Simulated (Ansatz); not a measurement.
# Geometry relaxation of PbSe

The run: geometry relaxation of PbSe (Fm-3m, 2 atoms in the cell). Method and program: DFT PBEsol, scalar-relativistic, plane waves, PAW, no spin polarisation (Ansatz 0.2.0).

The structure was built on a prototype by a generator; it need not be a known phase. Figures and captions count atoms from 1; the log counts them from 0 in places.

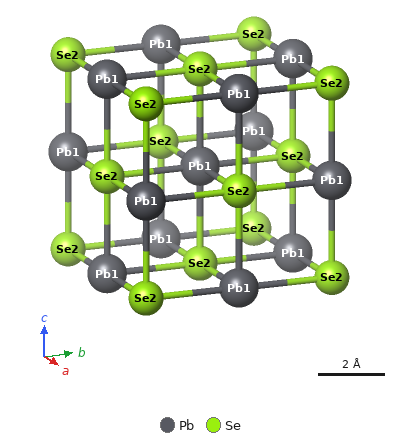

Fig. 1: The starting structure (ball-and-stick view of the cell 4 times as large as that of the calculation, set on its symmetry axes, seen slightly off an axis; atoms are numbered from 1 in the order of the input). Near neighbours in the crystal (not all of them lie inside the picture): Pb has 6 Se at 3.06 Å; Se has 6 Pb at 3.06 Å.

**Input file**
```yaml
crystal:
  lattice:
    - [0.0, 3.0621516472, 3.0621516472]
    - [3.0621516472, 0.0, 3.0621516472]
    - [3.0621516472, 3.0621516472, 0.0]
  atoms:
    - { symbol: Pb, position: [0.5, 0.5, 0.5] }
    - { symbol: Se, position: [0.0, 0.0, 0.0] }
basis:
  ecutwfc: 420
kpoints:
  mp_grid: { grid: [10, 10, 10] }
hamiltonian:
  xc: pbesol
scf:
  occupations: { method: gaussian, width: 0.01 }
output:
  forces: true
  stress: true
  eigenvalues: true
  write_density: true
  write_potential: true
  elf: true
  volumetric_format: npy
relax:
  adjacent_minimum: "off"
  f_tol: 0.005
  max_steps: 80
  cell: { stress_tol: 0.05 }
```

Machine: 2 threads of Intel Xeon (Sapphire Rapids), 64 GiB of memory available, shared host.

Launched with:
```bash
ansatz run input.yaml --threads 2 --pin off --max-ram 4096MiB --backend cpu --events-out ev --progress --plain --runs-dir out
```

**What the program printed**
```
Engine: ansatz 0.2.0, x86_64-unknown-linux-gnu
Pseudopotentials: kind: paw
Pseudopotential: Pb, paw, valence charge 14, recommended cutoff 420 eV (normal), Pb.paw.azcp
Pseudopotential: Se, paw, valence charge 16, recommended cutoff 420 eV (normal), Se.paw.azcp
Functional definition: PBEsol
  exchange = pbesol_x
  correlation = pbesol_c
Crystal: 2 atoms, lattice volume = 57.426 Å³
Basis set: ecut = 420 eV, 1139 PW (Γ), exchange–correlation on 60×60×60 points (8 copies of the dense FFT grid, shifted against one another)
Bands: 19, of which v1, the nominal top of the filled ones, is band 15 counted from 1 (14 counted from 0)
Symmetry: 48 space group operations
Space group: Fm-3m (ITA 225), of the structure as read, at distance tolerance 3.9e-5 Å
k-points: 47 of 1000
Non-local potential: Pb, projectors of the file, l = 0: 2, l = 1: 2, l = 2: 2, l = 3: 2
Non-local potential: Se, projectors of the file, l = 0: 2, l = 1: 2, l = 2: 3, l = 3: 1
PAW form: soft (Blöchl's): semilocal exchange-correlation on the pseudo side does not see the compensation charge
PAW frozen core: Pb, regenerated for the run's functional, and the local potential with it (the file was generated under x = pbe(κ = 0.804, μ = 0.2195149727645171), c = pbe(β = 0.06672455060314922))
PAW frozen core: Se, regenerated for the run's functional, and the local potential with it (the file was generated under x = pbe(κ = 0.804, μ = 0.2195149727645171), c = pbe(β = 0.06672455060314922))
PAW one-centre angular grid: Pb, 590 points (default); XC on 64 Gauss nodes
PAW one-centre angular grid: Se, 590 points (default); XC on 64 Gauss nodes
Initial density: superposition of atomic densities (neutral atoms: chi_scale 0, normalization atom), corrected by the library's trained network
Initial wavefunctions: pseudopotential atomic-orbital guess
Functional: x = pbesol(κ = 0.804, μ = 0.12345679012345678), c = pbesol(β = 0.046)
SCF iter   1: F=—  HF=-17180.216715 eV  |F-HF|=—  |Δ(HF+E_count)|=         —  Δρ=2.35e-3  dr2=6.01e-3  ethr=1.77e-3  ⟨swp⟩=6.4  Hψ=4306  notcnv=0
preconditioner: auto → none  [insulator: Δε(μ)=0.174 eV  Ē_g=15.210 eV  σ=0.010 eV  W_gap=1.00  n_scr=14 (ndim 8)  ℏωp=21.9 eV  f_vac=0.020  D(μ)=0.00/eV (n_scr^D=0)  ε∞_Penn≈3.1]
SCF iter   2: F=—  HF=-17180.214187 eV  |F-HF|=—  |Δ(HF+E_count)|=   2.53e-3  Δρ=1.10e-3  dr2=7.97e-4  ethr=2.00e-5  ⟨swp⟩=2.8  Hψ=1779  notcnv=0
SCF iter   3: F=—  HF=-17180.213954 eV  |F-HF|=—  |Δ(HF+E_count)|=   2.33e-4  Δρ=3.42e-4  dr2=4.89e-5  ethr=2.66e-6  ⟨swp⟩=3.0  Hψ=1762  notcnv=0
SCF iter   4: F=—  HF=-17180.213966 eV  |F-HF|=—  |Δ(HF+E_count)|=   1.15e-5  Δρ=1.17e-4  dr2=3.67e-6  ethr=1.63e-7  ⟨swp⟩=2.8  Hψ=1599  notcnv=0
SCF iter   5: F=—  HF=-17180.213969 eV  |F-HF|=—  |Δ(HF+E_count)|=   2.80e-6  Δρ=2.36e-5  dr2=2.85e-7  ethr=1.22e-8  ⟨swp⟩=2.0  Hψ=1595  notcnv=0
SCF iter   6: F=-17180.213968 eV  HF=-17180.213968 eV  |F-HF|=1.78e-8  |Δ(HF+E_count)|=   2.35e-7  Δρ=5.11e-6  dr2=1.31e-8  ethr=3.33e-10  ⟨swp⟩=9.0  Hψ=6421  notcnv=0
SCF 1 converged in 6 iterations: F = -17180.213968 eV  dr2 = 1.31e-8
  Residual-converged pass: ⟨swp⟩=1.0  Hψ=1081  notcnv=0  max |occ|·‖R‖ = 7.0e-9 eV (tolerance 1.0e-8 eV)  dr2=1.31e-8  dr2_onsite=1.31e-8  max |Δocc| = 4.2e-55
  greatest PAW one-centre occupation: 1.000 electrons in one spin orbital (limit 2), on the Se atom at site 1 (counted from 0), in its partial waves of l = 2
relax step   1: F+E_penalty+E_count = -17180.21396826 eV  Δ(F+E_penalty+E_count) = +0.000e0 eV  max|allowed force component| = 4.399e-28 eV/Å  Δτ_max = 0.0000 Å  P = -0.550 GPa  Ω = 57.426 Å³  (6 SCF iters, dr2 threshold 1.00e-7 eV, accepted)
Crystal: 2 atoms, lattice volume = 56.536 Å³
Basis set: ecut = 420 eV, 1067 PW (Γ), exchange–correlation on 60×60×60 points (8 copies of the dense FFT grid, shifted against one another)
Initial density: handed on by an earlier stage of this run
Initial wavefunctions: those handed on with the density
iter 1 solved again at ethr=5.62e-7 eV; its pass at ethr=3.10e-3 eV (dr2=1.69e-4 eV) is discarded
SCF iter   1: F=—  HF=-17180.214862 eV  |F-HF|=—  |Δ(HF+E_count)|=         —  Δρ=3.23e-4  dr2=1.00e-4  ethr=5.62e-7  ⟨swp⟩=2.9  Hψ=5729  notcnv=0
preconditioner: auto → none  [insulator: Δε(μ)=0.149 eV  Ē_g=15.276 eV  σ=0.010 eV  W_gap=1.00  n_scr=14 (ndim 8)  ℏωp=22.1 eV  f_vac=0.015  D(μ)=0.00/eV (n_scr^D=0)  ε∞_Penn≈3.1]
SCF iter   2: F=—  HF=-17180.214846 eV  |F-HF|=—  |Δ(HF+E_count)|=   1.60e-5  Δρ=1.73e-4  dr2=1.96e-5  ethr=3.34e-7  ⟨swp⟩=2.0  Hψ=1109  notcnv=0
SCF iter   3: F=—  HF=-17180.214845 eV  |F-HF|=—  |Δ(HF+E_count)|=   6.97e-7  Δρ=6.91e-5  dr2=3.52e-6  ethr=6.52e-8  ⟨swp⟩=2.8  Hψ=1485  notcnv=0
SCF iter   4: F=-17180.214845 eV  HF=-17180.214845 eV  |F-HF|=1.64e-10  |Δ(HF+E_count)|=   6.09e-8  Δρ=1.09e-5  dr2=4.42e-8  ethr=6.67e-10  ⟨swp⟩=7.1  Hψ=6029  notcnv=0
SCF 2 converged in 4 iterations: F = -17180.214845 eV  dr2 = 4.42e-8
relax step   2: F+E_penalty+E_count = -17180.21484542 eV  Δ(F+E_penalty+E_count) = -8.772e-4 eV  max|allowed force component| = 2.885e-28 eV/Å  Δτ_max = 0.0000 Å  P = +0.280 GPa  Ω = 56.536 Å³  energy of the carried Pulay correction = +9.397e-5 eV  (4 SCF iters, dr2 threshold 2.00e-7 eV, accepted)
Crystal: 2 atoms, lattice volume = 56.833 Å³
iter 1 solved again at ethr=1.56e-7 eV; its pass at ethr=3.10e-3 eV (dr2=4.68e-5 eV) is discarded
SCF iter   1: F=—  HF=-17180.215070 eV  |F-HF|=—  |Δ(HF+E_count)|=         —  Δρ=1.08e-4  dr2=1.13e-5  ethr=1.56e-7  ⟨swp⟩=2.6  Hψ=5244  notcnv=0
preconditioner: auto → none  [insulator: Δε(μ)=0.169 eV  Ē_g=15.254 eV  σ=0.010 eV  W_gap=1.00  n_scr=14 (ndim 8)  ℏωp=22.0 eV  f_vac=0.019  D(μ)=0.00/eV (n_scr^D=0)  ε∞_Penn≈3.1]
SCF iter   2: F=—  HF=-17180.215068 eV  |F-HF|=—  |Δ(HF+E_count)|=   1.91e-6  Δρ=5.87e-5  dr2=2.25e-6  ethr=3.75e-8  ⟨swp⟩=2.0  Hψ=1070  notcnv=0
SCF iter   3: F=—  HF=-17180.215068 eV  |F-HF|=—  |Δ(HF+E_count)|=   1.84e-7  Δρ=2.28e-5  dr2=4.20e-7  ethr=7.50e-9  ⟨swp⟩=3.0  Hψ=1583  notcnv=0
SCF iter   4: F=-17180.215068 eV  HF=-17180.215068 eV  |F-HF|=2.13e-9  |Δ(HF+E_count)|=   2.90e-8  Δρ=3.39e-6  dr2=3.84e-9  ethr=6.55e-10  ⟨swp⟩=9.2  Hψ=6716  notcnv=0
SCF 3 converged in 4 iterations: F = -17180.215068 eV  dr2 = 3.84e-9
relax step   3: F+E_penalty+E_count = -17180.21506775 eV  Δ(F+E_penalty+E_count) = -2.223e-4 eV  max|allowed force component| = 4.206e-29 eV/Å  Δτ_max = 0.0000 Å  P = -0.005 GPa  Ω = 56.833 Å³  energy of the carried Pulay correction = +6.230e-5 eV  (4 SCF iters, dr2 threshold 1.97e-7 eV, accepted)
Initial wavefunctions: pseudopotential atomic-orbital guess (no wavefunctions were taken with the density)
iter 1 solved again at ethr=8.56e-8 eV; its pass at ethr=3.10e-3 eV (dr2=2.57e-5 eV) is discarded
SCF iter   1: F=—  HF=-17180.215002 eV  |F-HF|=—  |Δ(HF+E_count)|=         —  Δρ=9.93e-6  dr2=1.17e-8  ethr=8.56e-8  ⟨swp⟩=3.0  Hψ=6949  notcnv=0
preconditioner: auto → none  [insulator: Δε(μ)=0.169 eV  Ē_g=15.255 eV  σ=0.010 eV  W_gap=1.00  n_scr=14 (ndim 8)  ℏωp=22.0 eV  f_vac=0.019  D(μ)=0.00/eV (n_scr^D=0)  ε∞_Penn≈3.1]
SCF iter   2: F=—  HF=-17180.215002 eV  |F-HF|=—  |Δ(HF+E_count)|=   3.06e-7  Δρ=4.66e-6  dr2=2.50e-9  ethr=3.90e-11  ⟨swp⟩=2.4  Hψ=1618  notcnv=0
SCF iter   3: F=—  HF=-17180.215002 eV  |F-HF|=—  |Δ(HF+E_count)|=   3.94e-9  Δρ=1.31e-6  dr2=1.85e-10  ethr=8.33e-12  ⟨swp⟩=2.1  Hψ=1115  notcnv=0
SCF iter   4: F=-17180.215002 eV  HF=-17180.215002 eV  |F-HF|=7.28e-12  |Δ(HF+E_count)|=  4.22e-10  Δρ=1.76e-7  dr2=1.32e-11  ethr=1.00e-12  ⟨swp⟩=4.0  Hψ=4547  notcnv=0
SCF 4 converged in 4 iterations: F = -17180.215002 eV  dr2 = 1.32e-11
relax step   4: F+E_penalty+E_count = -17180.21500198 eV  Δ(F+E_penalty+E_count) = +6.577e-5 eV  max|allowed force component| = 3.564e-29 eV/Å  Δτ_max = 0.0000 Å  P = -0.005 GPa  Ω = 56.833 Å³  stress off target by 5.39e-3 GPa  SCF on the basis re-selected at this cell (its energy is not comparable with the rows above)  (4 SCF iters)
```

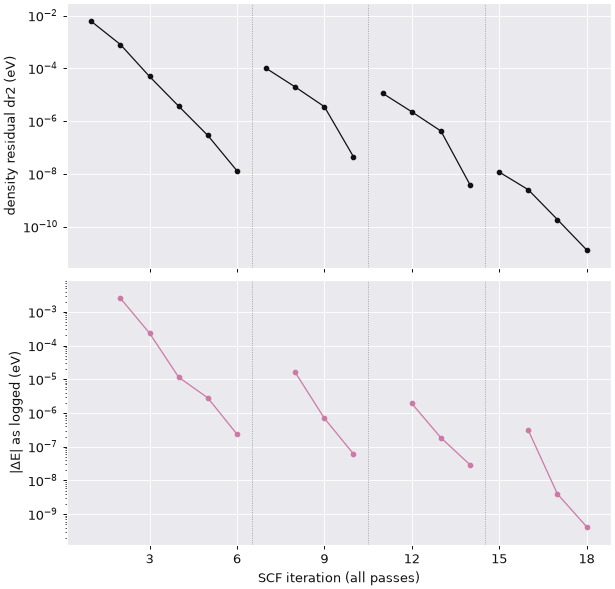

Fig. 2: Convergence of the self-consistent field: density residual dr2 and size of the energy change against the SCF iteration. The dotted lines part the SCF passes of the relaxation: geometry steps, rejected trials and re-solves on a re-selected basis. The passes take 6, 4, 4 and 4 iterations.

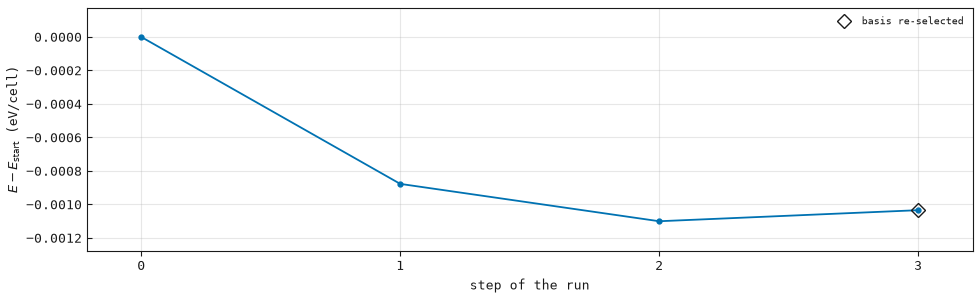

Fig. 3: Progress of the relaxation, step by step (the first geometry is step 0 here and step 1 in the log). The atoms keep their places relative to the cell (all moves are under 0.005 Å). The volume changes by −1.0 %, with a = b = c 6.124 → 6.103 Å (−0.3 %). Distances before and after: Pb1–Se2 3.062 → 3.052 Å. The space group stays Fm-3m (No. 225). The energy falls by 1.1 meV per cell of the calculation in 2 geometry steps. All forces vanish by symmetry, so only the cell relaxes. Pressure: −0.55 GPa at the start and −0.01 GPa at the end. A last SCF at the same geometry on a re-selected plane-wave basis shifts the energy by +0.1 meV per cell of the calculation. (Atoms are counted from 1 in the order of the input.)

```
basis re-selected at this cell: Δ(F+E_penalty+E_count) = +6.577e-5 eV, ΔP = -0.000 GPa vs the last step (what re-selecting the basis moved, of the pressure what is left beyond the Pulay correction that the steps carried, after the strain that the cell walked since its last selection, with what the two solves' SCF thresholds leave and, on support functions, any second-order correction that the steps lacked; it is no measure of the basis error at this ecutwfc). This SCF's stress stands 5.39e-3 GPa from its target on what of the cell is left free (relax.cell.stress_tol is 5.00e-2 GPa) and its largest allowed force component is 3.56e-29 eV/Å (relax.f_tol is 5.00e-3 eV/Å): within both
SCF converged after 4 iterations
Free energy (F): -17180.215002 eV
Harris-Foulkes:  -17180.215002 eV  (|F-HF|=7.28e-12)
Internal energy: -17180.215002 eV  (E = F + TS)
E sigma→0 (E₀):  -17180.215002 eV
Fermi energy:    9.109185 eV
--- Per-component energies (eV) ---
  E_band       = -426.368928
  E_kinetic    = 406.221386
  E_local      = -3517.032406  (includes V_loc(G=0)·N_el)
  E_nonlocal   = -240.728634
  E_hartree    = 1635.306417
  E_xc         = -322.986129
  E_vxc        = -231.490881  (∫ρ·V_xc dr)
  E_paw        = -12121.404436  (= ΣΔE_a)
  E_vpaw       = -113.950584  (= ΣTr[D̂ρ^β])
  E_aug_tail   = -0.000518  (compensation charges beyond the density's cutoff)
  E_ewald      = -3020.661248
  E_core_change = 1.070567  (= ΣΔE_core)
  E_smearing   = -0.000000  (= −TS)
  E_closure    = 0.000000  (closes the sum)
  Σ components = -17180.215002   (vs F -17180.215002, Δ=0.00e0)
--- Forces (eV/Å), atoms counted from 1 ---
  atom   1  Pb     0.00000000    -0.00000000     0.00000000
  atom   2  Se    -0.00000000     0.00000000     0.00000000
  max |Σ_I F_I| component: 7.18e-29 eV/Å
--- Stress (GPa, compression-positive) ---
       -0.005386      -0.000000      -0.000000
       -0.000000      -0.005386      -0.000000
       -0.000000      -0.000000      -0.005386
  P = ⅓ Tr σ = -0.0054 GPa (-0.054 kbar)
--- Band table (eV; the first three rows and the last of 47) ---
  k-point 0: bands = ["-38.3043", "-38.3043", "-38.3018", "-38.3018", "-38.3018", "-7.7611", "-7.7611", "-7.7611", "-7.7606", "-7.7606", "-4.6708", "2.7035", "7.1017", "7.1017", "7.1017", "13.7129", "13.7129", "13.7129", "15.4496"]
  k-point 1: bands = ["-38.3043", "-38.3043", "-38.3018", "-38.3018", "-38.3018", "-7.7632", "-7.7632", "-7.7607", "-7.7577", "-7.7577", "-4.5929", "2.4352", "7.1283", "7.1283", "7.2909", "12.9280", "13.2362", "13.2362", "15.2794"]
  k-point 2: bands = ["-38.3043", "-38.3043", "-38.3018", "-38.3018", "-38.3018", "-7.7697", "-7.7697", "-7.7599", "-7.7490", "-7.7490", "-4.3710", "1.7867", "7.2078", "7.2078", "7.7136", "11.6822", "12.3319", "12.3319", "15.2505"]
  k-point 46: bands = ["-38.3043", "-38.3042", "-38.3018", "-38.3018", "-38.3017", "-7.8644", "-7.7586", "-7.7584", "-7.7377", "-7.7137", "-3.1606", "1.0022", "4.4310", "4.9673", "7.8302", "11.3123", "13.5398", "14.2617", "15.9568"]
--- Relaxed structure (3 steps of the walk, 3 accepted, 1 SCFs on fresh bases) ---
  F+E_penalty+E_count = -17180.21500198 eV   max|allowed force component| = 3.564e-29 eV/Å   (the final SCF, on the basis selected at the relaxed cell)
  cell:  # Å, volume = 56.8333 Å³
    - [8.916901057567281e-35, 3.0515774733523826, 3.0515774733523826]
    - [3.0515774733523826, -5.095372032895588e-35, 3.0515774733523826]
    - [3.0515774733523826, 3.0515774733523826, 1.6559959106910665e-34]
  atoms:
    - { symbol: Pb, position: [0.5, 0.5, 0.5] }
    - { symbol: Se, position: [1.519954344266562e-34, -8.910077190580427e-35, -6.813588439871855e-35] }
```

**Trajectory as extended XYZ (Å, eV, eV/Å), 4 frames, from step=1 to step=4**
```
2
Lattice="0.0000 3.0622 3.0622 3.0622 0.0000 3.0622 3.0622 3.0622 0.0000" Properties=species:S:1:pos:R:3:forces:R:3 step=1 energy=-17180.21397 pressure_GPa=-0.55
Pb    3.0622    3.0622    3.0622    0.0000   0.0000   0.0000
Se    0.0000    0.0000    0.0000    0.0000   0.0000   0.0000
2
Lattice="0.0000 3.0462 3.0462 3.0462 0.0000 3.0462 3.0462 3.0462 0.0000" Properties=species:S:1:pos:R:3:forces:R:3 step=2 energy=-17180.21484 pressure_GPa=0.28
Pb    3.0462    3.0462    3.0462    0.0000   0.0000   0.0000
Se    0.0000    0.0000    0.0000    0.0000   0.0000   0.0000
2
Lattice="0.0000 3.0516 3.0516 3.0516 0.0000 3.0516 3.0516 3.0516 0.0000" Properties=species:S:1:pos:R:3:forces:R:3 step=3 energy=-17180.21507 pressure_GPa=-0.01
Pb    3.0516    3.0516    3.0516    0.0000   0.0000   0.0000
Se    0.0000    0.0000    0.0000    0.0000   0.0000   0.0000
2
Lattice="0.0000 3.0516 3.0516 3.0516 0.0000 3.0516 3.0516 3.0516 0.0000" Properties=species:S:1:pos:R:3:forces:R:3 step=4 energy=-17180.21500 pressure_GPa=-0.01
Pb    3.0516    3.0516    3.0516    0.0000   0.0000   0.0000
Se    0.0000    0.0000    0.0000    0.0000   0.0000   0.0000
```

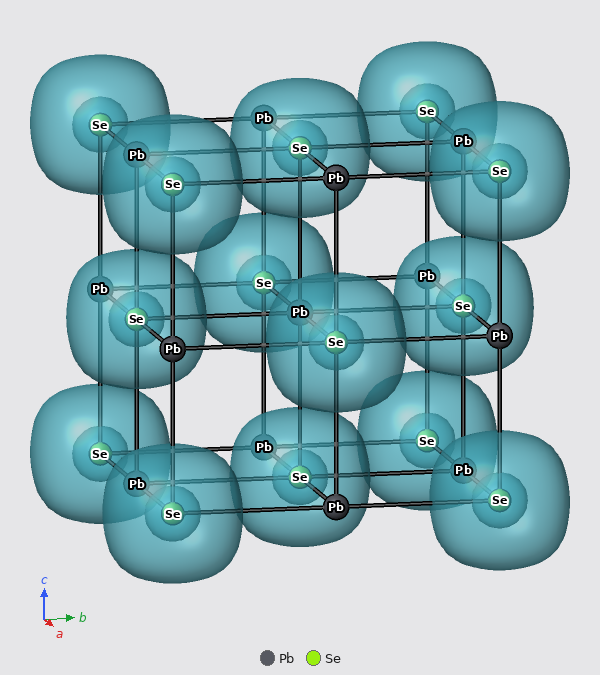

Fig. 4: Isosurface of the electron localisation function at 0.6 (cyan), seen slightly off an axis. Only the valence region is drawn (cores and ρ < 0.01 e/Å³ removed). Sticks mark near contacts. The outline is the cell set on symmetry axes. Profiles from the grid: Pb–Se (3.05 Å): the ELF peaks at about 0.80 in the valence shell of Se, 0.8 Å from its nucleus, and drops to about 0.25 between the two atoms. In a PAW calculation such maps are meaningful between the atoms, not at the nuclei.

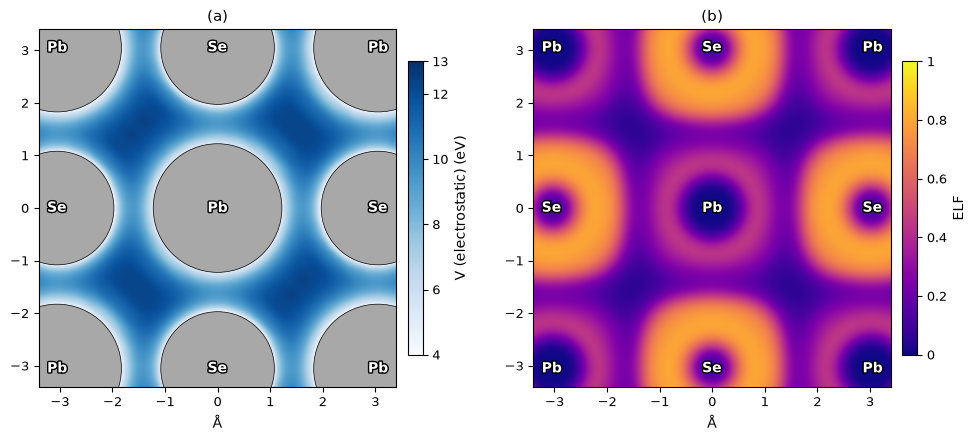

Fig. 5: (a) electrostatic potential energy of an electron; (b) electron localisation function on the (001) plane of the conventional cell. Grey discs, where drawn, cover atomic cores. The section cuts through Pb and Se sites. Pb–Se (3.05 Å): the ELF peaks at about 0.80 in the valence shell of Se, 0.8 Å from its nucleus, and drops to about 0.25 between the two atoms. Outside the cores the potential energy rises away from the atoms and is highest about 2.0 Å from the nearest atoms; outside the discs it spans about 8 eV, and its zero is arbitrary.

**Summary**

| quantity | value |
| --- | --- |
| outcome | converged |
| space group (tolerance 0.01 Å) | Fm-3m (225) |
| electrons treated | 30 |
| free energy | −17180.2150 eV |
| Fermi energy | 9.109 eV |
| gap on the k-point mesh | 0.17 eV |
| pressure | −0.01 GPa |
| final volume | 56.83 Å³ |
| largest force (length of the vector) at the end | under 0.001 eV/Å |
| final cell | a = 4.316 Å, b = 4.316 Å, c = 4.316 Å, α = 60.00°, β = 60.00°, γ = 60.00° |
| wall time | 5.3 s (CPU time 9.3 s) |
| peak memory | 0.42 GiB |

**Remarks**

Spin–orbit coupling is left out, which matters for Pb.
